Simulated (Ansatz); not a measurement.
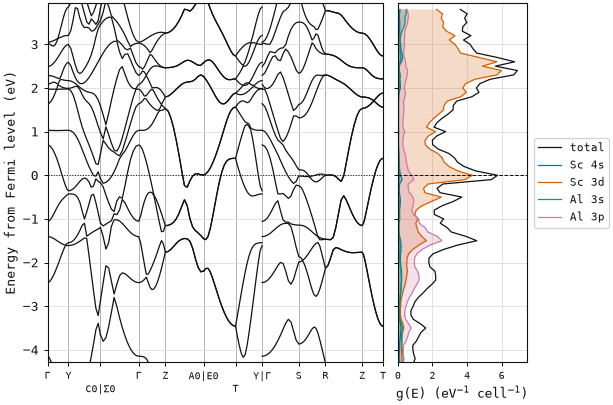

Band structure and density of states. Energies are counted from the Fermi level. The partial curves are projected on Löwdin-orthogonalised atomic shells.

Calculation on ScAl, space group Cmcm (No. 63), 4 atoms in the cell.

Computed with Ansatz 0.2.0: DFT PBEsol, scalar-relativistic, plane waves, PAW, no spin polarisation, 14×14×10 k mesh, 420 eV cutoff.

Question: Is there a gap at the Fermi level?

Answer: A metal: 4 bands cross the Fermi level along this path.

Question: Which states dominate at the Fermi level?

Answer: By projected weight, the states within 0.3 eV of the Fermi level are Sc 3d (75 %) and Al 3p (20 %).
